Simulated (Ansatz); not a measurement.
Zn3O

Input

```
crystal:
  lattice:
    - [3.098160065, 0.0, 0.0]
    - [-1.5490800325, 2.6830853213, 0.0]
    - [0.0, 0.0, 6.8860395466]
  atoms:
    - { symbol: Zn, position: [0.0, 0.0, 0.0631996118] }
    - { symbol: Zn, position: [0.3333333333, 0.6666666667, 0.6495497165] }
    - { symbol: Zn, position: [0.6666666667, 0.3333333333, 0.3686855141] }
    - { symbol: O, position: [0.3333333333, 0.6666666667, 0.9285651575] }
basis:
  ecutwfc: 420
kpoints:
  mp_grid: { grid: [12, 12, 6] }
  band_path:
    path:
      - [[0.0, 0.0, 0.0], [0.5, 0.0, 0.0], [0.33333333, 0.33333333, 0.0], [0.0, 0.0, 0.0], [0.0, 0.0, 0.5], [0.5, 0.0, 0.5], [0.33333333, 0.33333333, 0.5], [0.0, 0.0, 0.5]]
      - [[0.5, 0.0, 0.5], [0.5, 0.0, 0.0]]
      - [[0.33333333, 0.33333333, 0.5], [0.33333333, 0.33333333, 0.0]]
    npoints: 14
hamiltonian:
  xc: pbe
scf:
  occupations: { method: gaussian, width: 0.1 }
  n_extra_bands: 10
output:
  forces: true
  stress: true
  eigenvalues: true
  populations: true
  dos: { projected: true, de: 0.02, nscf_kmesh: { grid: [15, 15, 8] } }
  bader: true
  write_density: true
  write_potential: true
  elf: true
  volumetric_format: npy
```

Launched as:

```sh
ansatz run input.yaml --threads 1 --pin off --max-ram 2560MiB --backend cpu --events-out ev --progress --plain --runs-dir out
```

Below, planes, directions and counts refer to the conventional cell (a = 3.10 Å, b = 3.10 Å, c = 6.89 Å, α = 90.00°, β = 90.00°, γ = 120.00°).

Space group P3m1; a generated structure, not necessarily the stable one.

The calculation used DFT PBE, scalar-relativistic, plane waves, PAW in Ansatz.

In a PAW calculation such maps are meaningful between the atoms, not at the nuclei.

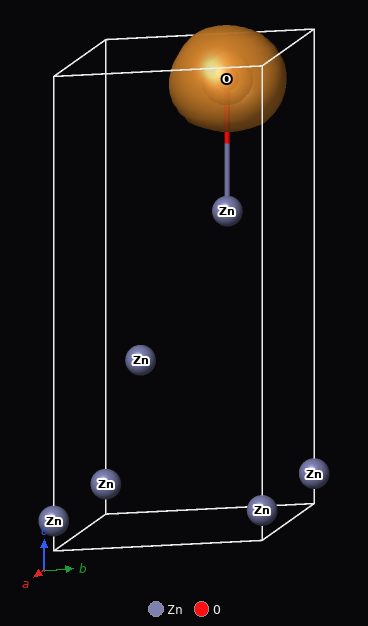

Figure 1. Isosurface of the ELF at 0.7 (orange), seen slightly off an axis. Only the valence region is drawn (cores and ρ < 0.01 e/Å³ removed). Sticks mark near contacts.

Q: What do the ELF domains correspond to?

A: The ELF exceeds this value in one region wrapped around O (its valence shell), counted in one cell of 4 atoms. Any copies at cell faces, edges or corners count once. Along the contacts the grid gives the following. Zn–O (1.92 Å): the ELF peaks at about 0.85 in the valence shell of O, 0.6 Å from its nucleus, and is about 0.30 at the midpoint (no shared electron pair shows on this line). Zn–O (2.01 Å): the ELF peaks at about 0.85 in the valence shell of O, 0.6 Å from its nucleus, and is about 0.25 at the midpoint (no shared electron pair shows on this line).

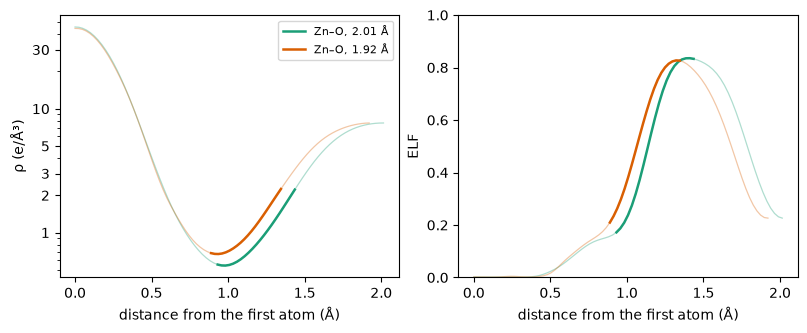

Figure 2. Valence charge density (pseudo) and ELF along straight lines between neighbouring atoms. Thin, pale parts lie inside the atomic spheres.

Q: What can be read from the curves?

A: Zn–O (2.01 Å): ρ is about 0.55 e/Å³ halfway; the ELF peaks at about 0.85 in the valence shell of O, 0.6 Å from its nucleus, and is about 0.25 at the midpoint; no localised pair shows between them.
Zn–O (1.92 Å): ρ at the midpoint is about 0.68 e/Å³; the ELF peaks at about 0.85 in the valence shell of O, 0.6 Å from its nucleus, and is about 0.30 at the midpoint (no shared electron pair shows on this line).

Q: Does the calculation make it a metal, or give it a gap?

A: It is metallic or semimetallic at this level of theory: no gap opens.

Q: What Bader charges does the calculation give?

A: Electrons move from Zn towards O. Bader charges: Zn 0.00 to +0.83 and O −1.19 e.
